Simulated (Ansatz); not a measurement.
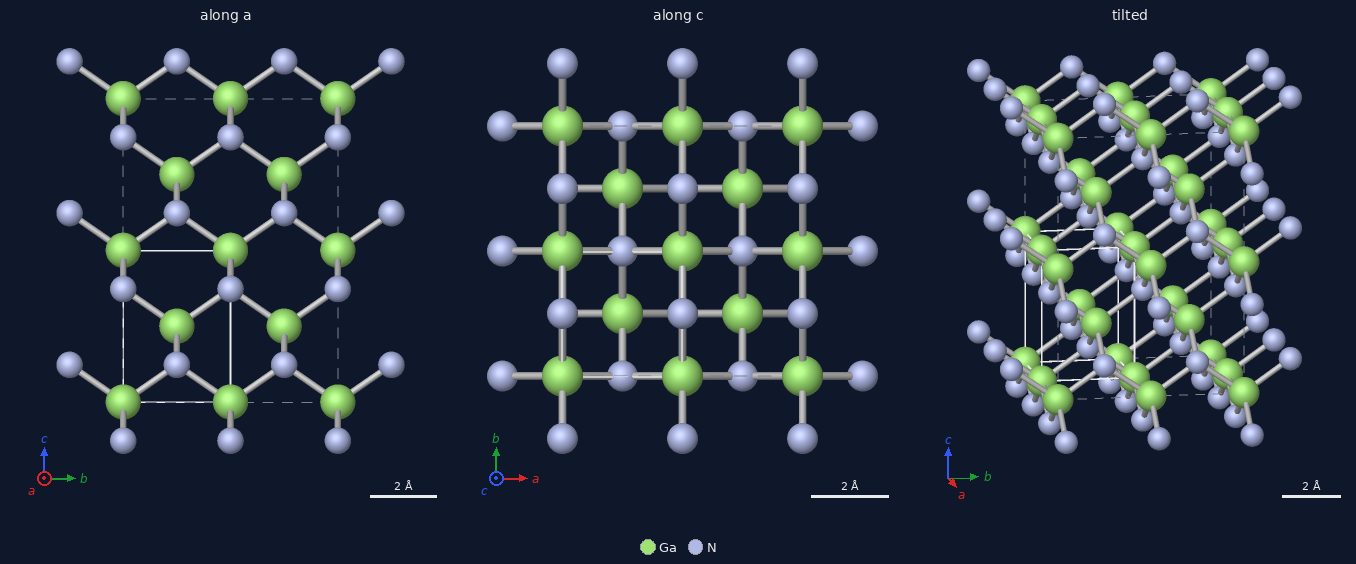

Ball-and-stick model, viewed along the a axis, along the c axis and slightly off an axis. The solid frame is a single conventional unit cell within a 2×2×2 block. Some atoms of the next cells are drawn as well. Cell: a = 3.138 Å, b = 3.267 Å, c = 4.620 Å, α = 90.00°, β = 90.00°, γ = 90.00°.

Characterise what is shown.

The structure is one of GaN. The space group is Imm2 (No. 44); the lattice is body-centred orthorhombic. It has 4 atoms to the cell (2 Ga, 2 N). Around each Ga lie four N in a tetrahedral arrangement at about 2.0 Å. Each N has four Ga in a tetrahedral arrangement at about 2.0 Å. The bonds build a three-dimensional framework.

Origin of the cell: a structure listed in the Materials Project. It was relaxed with DFT PBEsol, scalar-relativistic, plane waves, PAW in Ansatz 0.2.0 under a constraint or pressure on the cell, so some stress remains.

At this level of theory the cell isn't at rest (stretched, at -7 GPa), so its distances can differ from those at equilibrium, the more so the softer the solid.
